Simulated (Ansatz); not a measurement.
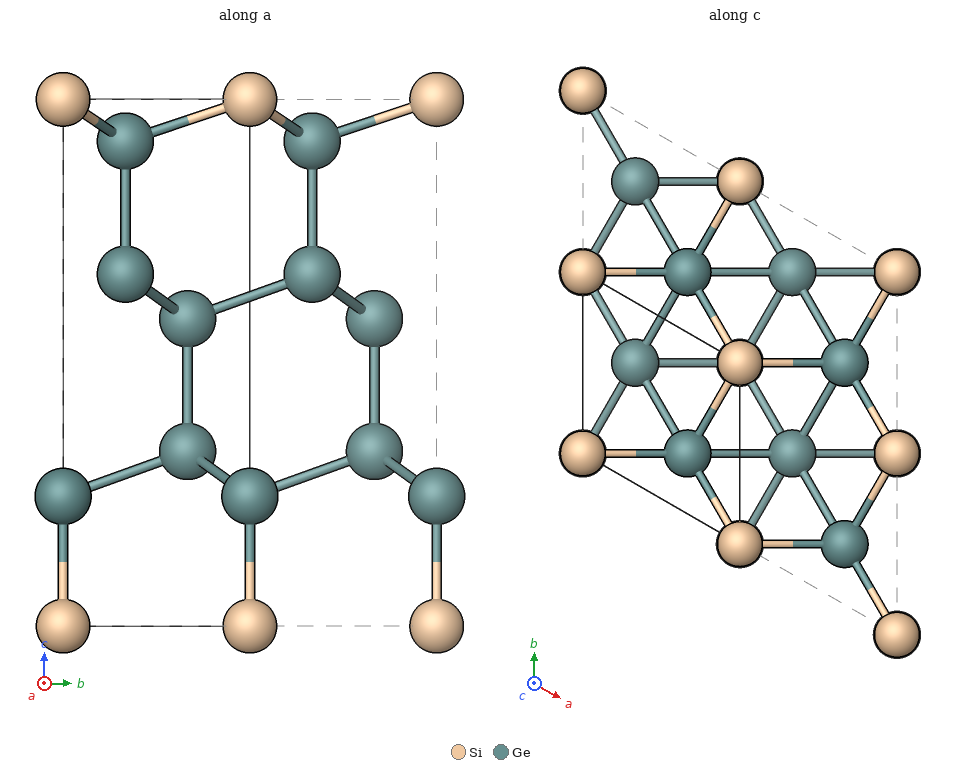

Ball-and-stick drawing of the structure, looking along the a axis and along the c axis. The drawing covers 2×2×1 cells, and the solid lines enclose one conventional unit cell.

SiGe$_{5}$, space group P3m1 (No. 156), a = 3.98 Å, b = 3.98 Å, c = 9.73 Å, α = 90.00°, β = 90.00°, γ = 120.00°.

The calculation used difference of finished runs, DFT, HSE06, plane waves, PAW (Ansatz), with 420 eV cutoff.

What is the electronic character?

A semiconductor at this level, with a gap of 0.97 eV.

The structure comes from a structure type filled with these elements by a generator (whether the compound takes this form wasn't checked). Earlier steps of the study may have refined or changed the cell and positions. It was the input of a calculation with Ansatz.
